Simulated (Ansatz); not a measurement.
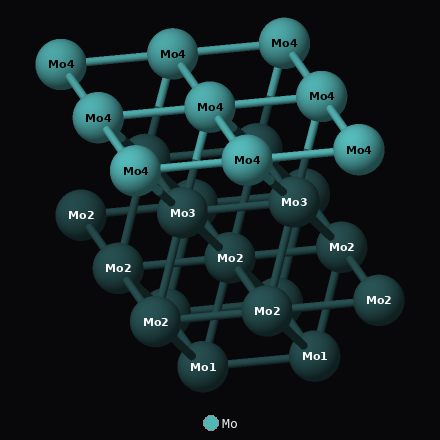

The system is N on a Mo(110) slab cut from the Im-3m phase (4 atoms of substrate and one adsorbate in a 1 × 1 cell); the picture shows it without the atoms that are moved over the map. 
- One N atom a 1 × 1 cell is placed over a mesh of places on the rigid (1 1 0) surface, and only its height is relaxed.
- Places are given modulo a cell vector. The map is drawn in real space over the plane of the surface.
- The grid has 4 × 4 points.
- All energies are given in eV relative to the lowest grid point.
- With one adsorbate in each 1 × 1 cell, its nearest image is 2.7 Å away, so neighbouring adsorbates interact.
- All numbers below come from Ansatz, DFT PBEsol, scalar-relativistic, plane waves, PAW.

Range: place along a₁ from 0.00 to 0.75; place along a₂ from 0.00 to 0.75.

What landscape does the calculation give?

The lowest grid point is at a bridge site between two Mo atoms, over a second-layer Mo atom, (2/4, 2/4) of the cell vectors. The highest grid point, the top site over a surface Mo atom, (0/4, 0/4) of the cell vectors, lies 1.77 eV above the lowest. At the lowest point the adsorbate has 2 Mo at 1.88 Å as nearest neighbours, at the highest 1 Mo at 1.66 Å. Its relaxed height above the top atom is 1.05 Å at the lowest and 1.66 Å at the highest point.

| place along a₂ ↓, place along a₁ → | 0/4 | 1/4 | 2/4 | 3/4 |
| --- | --- | --- | --- | --- |
| 3/4 | 1.24 | 0.54 | 0.16 | 1.29 |
| 2/4 | 0.38 | 0.16 | 0.00 | 0.16 |
| 1/4 | 1.24 | 1.29 | 0.16 | 0.54 |
| 0/4 | 1.77 | 1.24 | 0.38 | 1.24 |

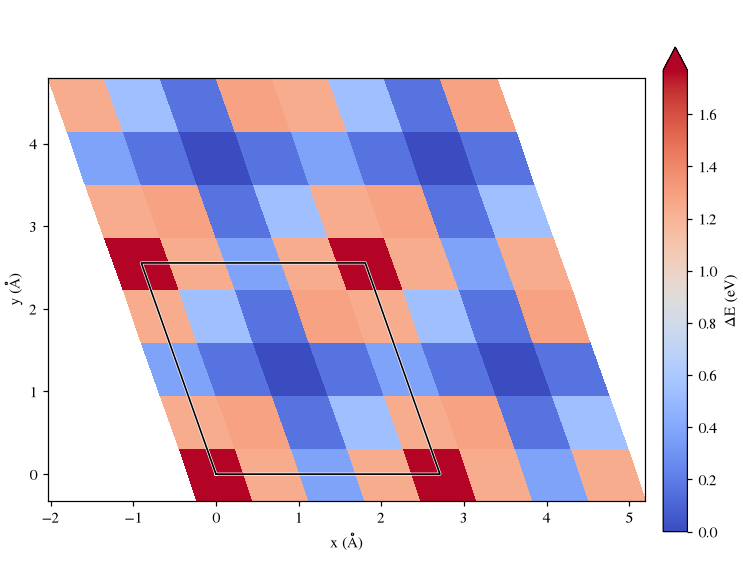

In the figure: one coloured cell a grid point, the outline of one cell of the 2 × 2 shown, one colour for all values above the top of the scale.
